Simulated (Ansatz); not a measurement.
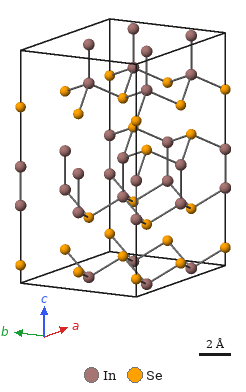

Starting structure of a defect cell of composition In₁₆Se₁₅. The picture is a ball-and-stick view of the cell of the calculation (origin shifted), seen from a free direction.

Case: Se vacancy (site f), charge +0, atoms relaxed at the host's cell.

The calculation used DFT PBE+D3(BJ), scalar-relativistic, plane waves, PAW (Ansatz 0.2.0).

Set-up: plane-wave cutoff 420 eV; k-point mesh 3 × 3 × 2; occupations gaussian; smearing width 0.02 eV; mesh shifted by (0, 0, 0.5); no spin polarisation; atoms relaxed in a fixed cell; force threshold 0.025 eV/Å; at most 45 steps.

```xyz
31
Lattice="4.0318 6.9832 0.0000 4.0318 -6.9832 0.0000 0.0000 0.0000 -16.7624" Properties=species:S:1:pos:R:3 pbc="T T T"
In    2.0159   -1.1639  -13.9688
In    4.0318   -4.6555  -13.9688
In    4.0318    2.3277  -13.9688
In    6.0477   -1.1639  -13.9688
In    4.0318   -2.3277   -5.5876
In    2.0159    1.1639   -5.5876
In    6.0477    1.1639   -5.5876
In    4.0318    4.6555   -5.5876
In    2.0159   -1.1639  -11.1748
In    4.0318   -4.6555  -11.1748
In    4.0318    2.3277  -11.1748
In    6.0477   -1.1639  -11.1748
In    4.0318   -2.3277   -2.7936
In    2.0159    1.1639   -2.7936
In    6.0477    1.1639   -2.7936
In    4.0318    4.6555   -2.7936
Se    4.0318   -4.6555   -6.8747
Se    4.0318    2.3277   -6.8747
Se    6.0477   -1.1639   -6.8747
Se    4.0318   -2.3277  -15.2559
Se    2.0159    1.1639  -15.2559
Se    6.0477    1.1639  -15.2559
Se    4.0318    4.6555  -15.2559
Se    2.0159   -1.1639   -1.5065
Se    4.0318   -4.6555   -1.5065
Se    4.0318    2.3277   -1.5065
Se    6.0477   -1.1639   -1.5065
Se    4.0318   -2.3277   -9.8876
Se    2.0159    1.1639   -9.8876
Se    6.0477    1.1639   -9.8876
Se    4.0318    4.6555   -9.8876
```

### What does the optimiser find from here?

The largest moves, 0.27 Å, are those of In5, In6 and In8. In6 goes along [−3 3 1]. By element the largest moves are In 0.27 Å, Se 0.06 Å. The cell stays as it was. Some distances before and after: In5–Se17 2.660 → 2.723 Å, In5–In13 2.794 → 2.852 Å, In7–Se17 2.660 → 2.650 Å, In13–Se24 2.660 → 2.667 Å. Bond angles that change, for instance: In5–Se17–In6 98.6° → 110.2°, In16–In8–Se18 118.9° → 113.4°, Se18–In8–Se19 98.6° → 93.7°. The energy falls by 0.219 eV per cell of the calculation in 4 accepted moves (5 points after the start). The largest force component goes from 0.57 to 0.021 eV/Å. 1 step only repeated the SCF at the same geometry.

After the run, drawn alike:

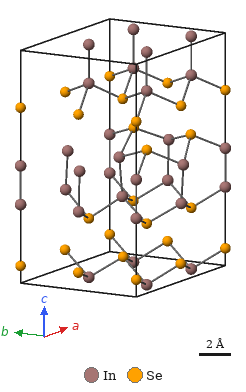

Limits of the set-up: the periodic images lie only 8.1 Å apart, so the values are limited by the cell's size.
